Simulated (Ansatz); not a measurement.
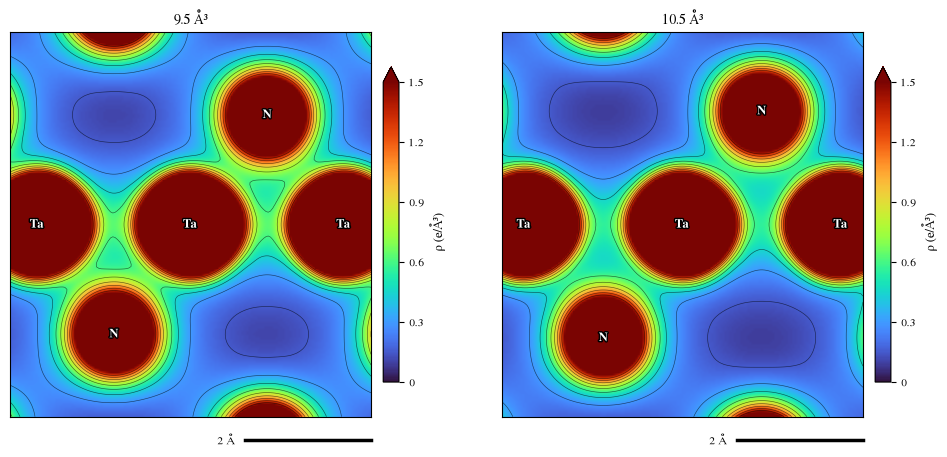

TaN. The valence charge density (pseudo) of cells scaled evenly to different volumes (given per atom above each panel), on the (110) plane of each (indices in the axes of the cell below), at one length scale and on one colour scale.

Computed with Ansatz 0.2.0, Kohn-Sham DFT of a periodic cell, PBE, Ansatz PAW.

In a PAW calculation such maps are meaningful between the atoms, not at the nuclei.

The largest cell:

```
Ta N
1.0
     3.10778    0.00000    0.00000
    -1.55389    2.69142    0.00000
     0.00000    0.00000    5.01446
Ta N
2 2
Direct
  0.00000 0.00000 0.00000
  0.00000 0.00000 0.50000
  0.33333 0.66667 0.25000
  0.66667 0.33333 0.75000
```

| volume (Å³/atom) | Ta–N contact in the plane (Å) | ρ at its midpoint (e/Å³) | pressure (GPa) | 
| --- | --- | --- | --- |
| 9.50 | 2.118 | 0.670 | 83.1 | 
| 9.89 | 2.147 | ? | ? | 
| 10.49 | 2.189 | 0.573 | 31.5 | 

### Estimate the missing row, and compare with the calculation.

Over the known rows ln ρ falls by 2.20 per Å of Ta–N distance (the line through the two), which gives 0.629 e/Å³ at 2.147 Å; the calculation gives 0.628 e/Å³. For the pressure, a straight line in volume between the neighbouring rows gives 62.8 GPa; the calculation gives 59.4, lower because pressure rises ever faster on compression.
